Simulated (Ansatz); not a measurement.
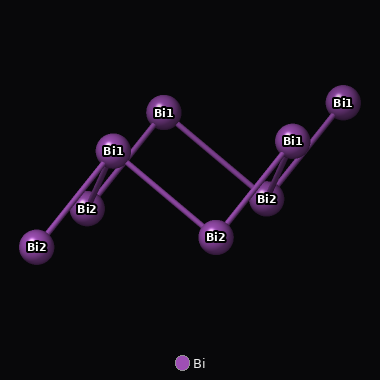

The system is a two-dimensional sheet of Bi of the honeycomb type (2 atoms in the cell); the picture shows the reference structure. The lattice constant and the buckling of a sheet are varied, nothing relaxed. First axis: lattice constant a of the sheet (both vectors scaled alike). Second axis: buckling: height of Bi1 above Bi2. Grid: 8 × 8 points. Points are written as (first, second). All energies are given in meV/atom relative to the lowest grid point. All numbers below come from DFT LDA, scalar-relativistic, plane waves, PAW in Ansatz 0.2.0. Settings: cutoff 420 eV, k-mesh 9×9×1, gaussian smearing 0.02 eV, no spin polarisation.

Its coordinates:

```xyz
2
Lattice="4.1480 0.0000 0.0000 -2.0740 3.5923 0.0000 0.0000 0.0000 28.0000" Properties=species:S:1:pos:R:3 pbc="T T T"
Bi    0.0000    2.3948   14.9190
Bi    2.0740    1.1974   13.0810
```

Range: lattice constant a of the sheet (both vectors scaled alike) from 3.945 to 4.419 Å; buckling: height of Bi1 above Bi2 from 0.000 to 2.573 Å.

What will the energy surface look like?

The lowest grid point is at (4.148 Å, 1.838 Å). The highest grid point, (3.945 Å, 0.000 Å), lies 5585 meV/atom above the lowest.

```csv
"second ↓, first →",3.945,4.013,4.081,4.148,4.216,4.284,4.351,4.419
2.573,477,558,636,714,787,857,928,1000
2.205,196,223,255,294,341,393,447,499
1.838,45,19,3,0,9,28,55,91
1.470,413,303,217,154,108,79,65,64
1.103,1641,1381,1162,981,821,685,577,491
0.735,3399,2892,2458,2091,1774,1499,1270,1076
0.368,4953,4222,3595,3062,2590,2186,1846,1552
0.000,5585,4763,4046,3428,2891,2426,2031,1694
```

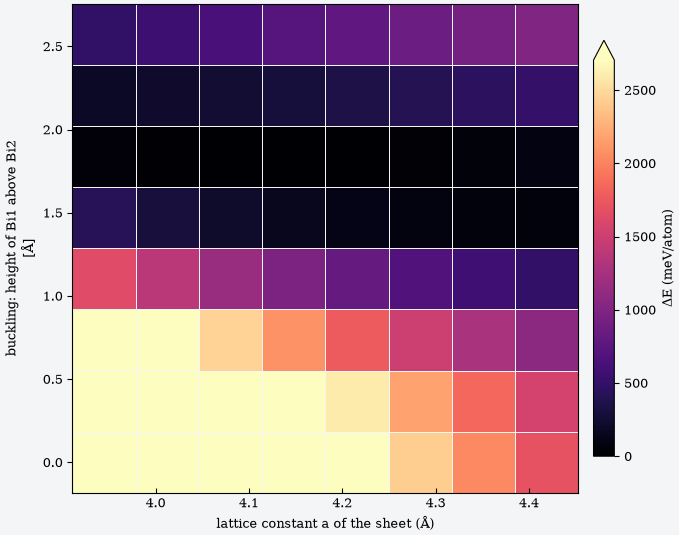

The picture shows one coloured cell a grid point, one colour for all values above the top of the scale.

Each point was launched as `ansatz run input.yaml --threads 1 --pin off --max-ram 3072MiB --backend cpu --events-out ev --progress --plain --runs-dir out`. The whole map (64 points run) took 7.7 min on 1 thread of Arm Neoverse V1 (shared host).
